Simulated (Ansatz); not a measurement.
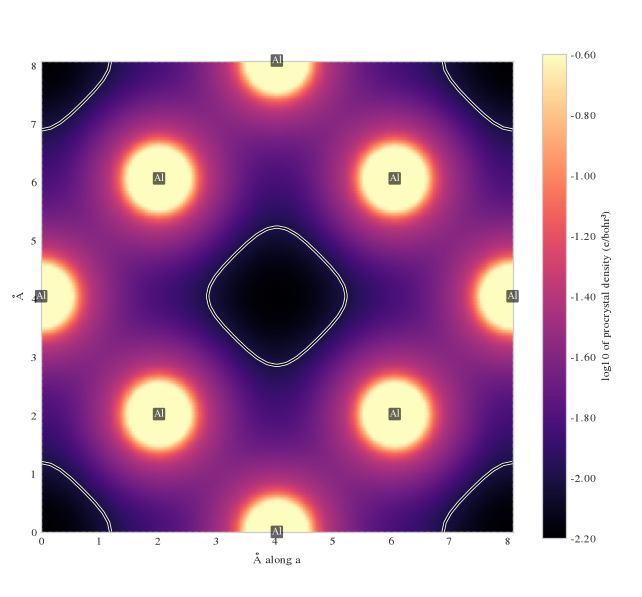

Procrystal electron density of Al (Fm-3m), computed on the section y = 0.000 (parallel to a and c; the dashed line is one cell). It is the sum of the densities of spherically averaged neutral Hartree-Fock atoms, not a self-consistent density. The black line is the 0.01 e/bohr³ contour that bounds the voids. The usual level for crystal voids is 0.002 e/bohr³; this crystal has almost no region below it, so a higher level is used, which marks the interstitial space of lowest density.

The cell is taken from coordinates from a relaxation in a fixed cell with Ansatz, DFT PBE, scalar-relativistic, plane waves, PAW.

```
Al
1.0
     8.08324    0.00000    0.00000
     0.00000    8.08324    0.00000
     0.00000    0.00000    8.08324
Al
28
Cartesian
  4.0416 6.0624 6.0624
  6.0624 4.0416 2.0208
  6.0624 6.0624 0.0000
  6.0624 6.0624 4.0416
  6.0624 4.0416 6.0624
  0.0000 6.0624 6.0624
  0.0000 4.0416 0.0000
  4.0416 2.0208 2.0208
  6.0624 0.0000 6.0624
  6.0624 2.0208 4.0416
  6.0624 2.0208 0.0000
  6.0624 0.0000 2.0208
  0.0000 2.0208 2.0208
  0.0000 0.0000 4.0416
  0.0000 6.0624 2.0208
  2.0208 4.0416 6.0624
  2.0208 6.0624 4.0416
  2.0208 6.0624 0.0000
  2.0208 4.0416 2.0208
  4.0416 6.0624 2.0208
  4.0416 4.0416 4.0416
  0.0000 2.0208 6.0624
  2.0208 0.0000 2.0208
  2.0208 2.0208 0.0000
  2.0208 2.0208 4.0416
  2.0208 0.0000 6.0624
  4.0416 2.0208 6.0624
  4.0416 0.0000 0.0000
```

Question: What share of the cell is void by this measure?

Answer: The voids take about 3.9 % of the cell (21 Å³ of 528.1 Å³) and are bounded by about 58 Å² of surface per cell.

Question: What shape does the empty space take in three dimensions?

Answer: They are isolated pockets that do not connect across cells.

Question: How low does the density fall, and where?

Answer: To about 0.0063 e/bohr³ near 0.00, 0.00, 0.00 (fractional), 2.9 Å from the nearest nucleus.

Question: At what density do the voids first join through the crystal?

Answer: At about 0.022 e/bohr³, as a three-dimensional network.
